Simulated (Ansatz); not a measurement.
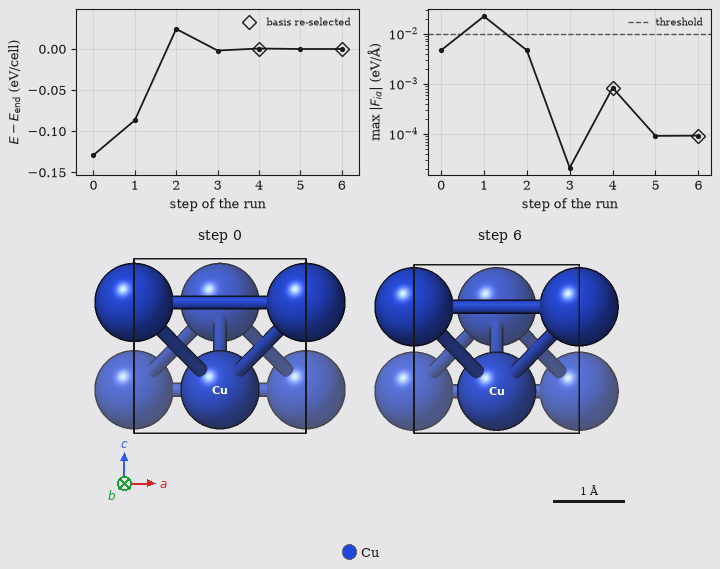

First and last geometry of a relaxation of a crystal of Cu (set up in Cmcm), with the history of the run. The picture is a ball-and-stick view of the conventional cell (2 times the calculation's cell), seen along the b axis. Lengths and directions refer to the drawn axes.

The run lets cell and atoms move.

Level of theory: Kohn-Sham DFT of a periodic cell, PBEsol, Ansatz PAW in Ansatz 0.2.0.

Input file:
```yaml
crystal:
  lattice:
    - [1.21846369, -3.9763780104, 0.0]
    - [1.21846369, 3.9763780104, 0.0]
    - [0.0, 0.0, 2.4754955235]
  atoms:
    - { symbol: Cu, position: [0.86613335, 0.13386665, 0.75] }
    - { symbol: Cu, position: [0.13386665, 0.86613335, 0.25] }
hamiltonian:
  xc: pbesol
  pseudopotentials: { kind: paw }
kpoints:
  mp_grid: { grid: [11, 11, 11] }
scf:
  occupations: { method: fermi_dirac, width: 0.05 }
output:
  forces: true
  stress: true
  eigenvalues: true
  write_density: true
  write_potential: true
  elf: true
  volumetric_format: npy
relax:
  f_tol: 0.01
  max_steps: 40
  cell: { stress_tol: 0.05, p_target: 20.0 }
```

Launched with:
```bash
ansatz run input.yaml --threads 2 --pin off --max-ram 5632MiB --backend cpu --events-out ev --progress --plain --runs-dir out
```

Read the history and describe the run.

Answer. It converged. Over 4 accepted moves (6 points after the start) the energy rises by 0.129 eV per cell of the calculation. With the target pressure of 20 GPa, the enthalpy E + pV changes by −0.190 eV per cell of the calculation. The largest force component goes from 0.0046 to under 0.0001 eV/Å. Pressure: −1.53 GPa at the start and 20.00 GPa at the end. At 2 points the geometry stayed and the basis and grid were re-selected for the new cell (energy shift of 2.5 meV per cell of the calculation at most each time). The largest moves relative to the cell, 0.007 Å, are those of Cu atoms. Cell: a 2.437 → 2.339 Å (−4.0 %), b 7.953 → 7.656 Å (−3.7 %), c 2.475 → 2.393 Å (−3.3 %). Volume −10.7 %. Some distances before and after: Cu–Cu 2.463 → 2.361 Å, Cu–Cu 2.437 → 2.339 Å, Cu–Cu 2.535 → 2.452 Å, Cu–Cu 2.475 → 2.393 Å. The space group stays Cmcm (No. 63).

| step | E − E(0), meV/atom | largest force component, eV/Å | pressure, GPa | volume, Å³/atom | note |
| --- | --- | --- | --- | --- | --- |
| 0 | 0.00 | 0.0046 | -1.53 | 11.994 |  |
| 1 | 21.17 | 0.0222 | 10.83 | 11.162 |  |
| 2 | 76.64 | 0.0047 | 22.35 | 10.612 |  |
| 3 | 63.53 | 0.0000 | 20.00 | 10.712 |  |
| 4 | 64.75 | 0.0008 | 20.06 | 10.712 | same geometry, new basis |
| 5 | 64.47 | 0.0001 | 20.00 | 10.715 |  |
| 6 | 64.46 | 0.0001 | 20.00 | 10.715 | same geometry, new basis |
